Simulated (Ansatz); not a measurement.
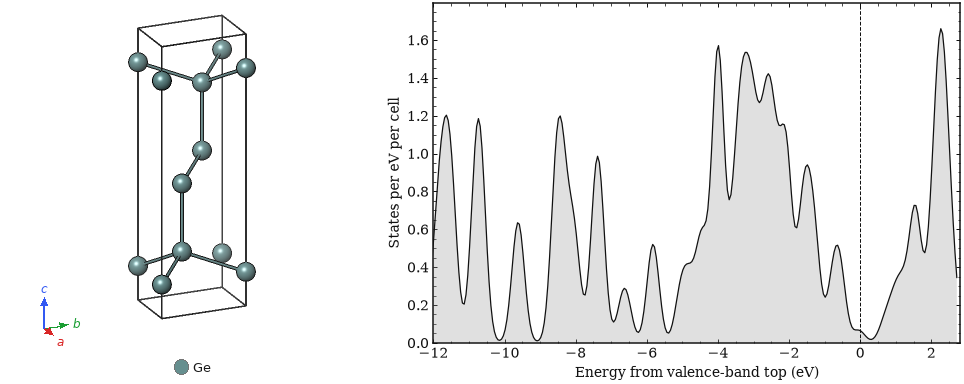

Density of states, beside the structure. Energies are counted from the top of the valence band. The curve is built from the levels of the k mesh with Gaussians 0.4 eV wide, which also blur the band edges.

This input was run:

```
crystal:
  lattice:
    - [-0.0130500932, 2.8380077864, 2.8380077864]
    - [2.8380077864, -0.0130500932, 2.8380077864]
    - [2.8380077864, 2.8380077864, -0.0130500932]
  atoms:
    - { symbol: Ge, position: [-0.0002834072, -0.0002834072, -0.0002834072] }
    - { symbol: Ge, position: [0.2502834072, 0.2502834072, 0.2502834072] }
kpoints:
  mp_grid: { grid: [6, 6, 6] }
  band_path:
    path:
      - [0.0, 0.0, 0.0]
      - [0.5, 0.0, 0.5]
      - [0.625, 0.25, 0.625]
      - [0.375, 0.375, 0.75]
      - [0.5, 0.5, 0.5]
      - [0.5, 0.25, 0.75]
      - [-0.003581, 0.0, 0.003581]
    npoints: 1
hamiltonian:
  xc: hse06
scf:
  occupations: { method: fermi_dirac, width: 0.02 }
  n_extra_bands: 4
output:
  forces: true
  stress: true
  eigenvalues: true
  write_density: true
  write_potential: true
  elf: true
  volumetric_format: npy
```

Command:
```bash
ansatz run input.yaml --threads 4 --pin off --max-ram 4608MiB --backend cpu --events-out ev --progress --plain --runs-dir out
```

> Metal or insulator, going by the density of states?

There is a gap; over the k points computed it is 0.63 eV.
